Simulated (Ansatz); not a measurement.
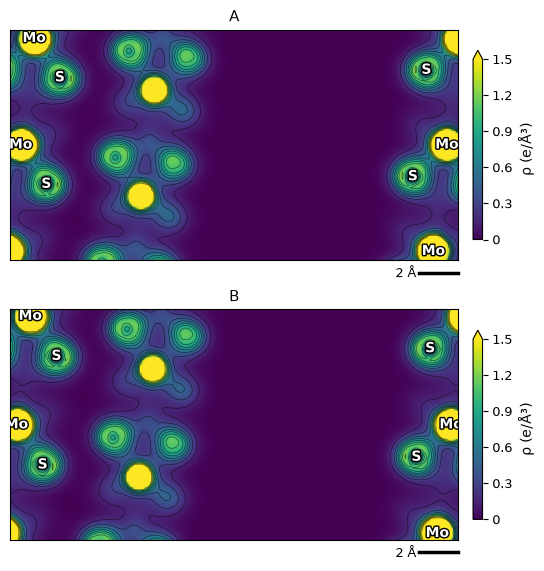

MoS₂. The valence electron density of two cells that differ in size, on the (111) plane of each (indices in the axes of the calculation cell), at one length scale and on one colour scale; one has 31.7 and the other 33.6 Å³ an atom.

Computed with Kohn-Sham DFT of a periodic cell, RPBE with D3(BJ), Ansatz PAW (Ansatz 0.2.0).

Core electrons are frozen (PAW), and the valence fields are smoothed inside the atomic spheres.

> Which panel shows the smaller cell, and what does the compression change?

Panel A is the smaller cell, by 6 % in volume. From the larger cell to the smaller, Mo–S goes from 2.45 to 2.41 Å, and the density at its midpoint from 0.56 to 0.61 e/Å³; the pressure goes from −11 to −8 GPa; the Kohn–Sham gap goes from 1.3 eV to 1.4 eV.
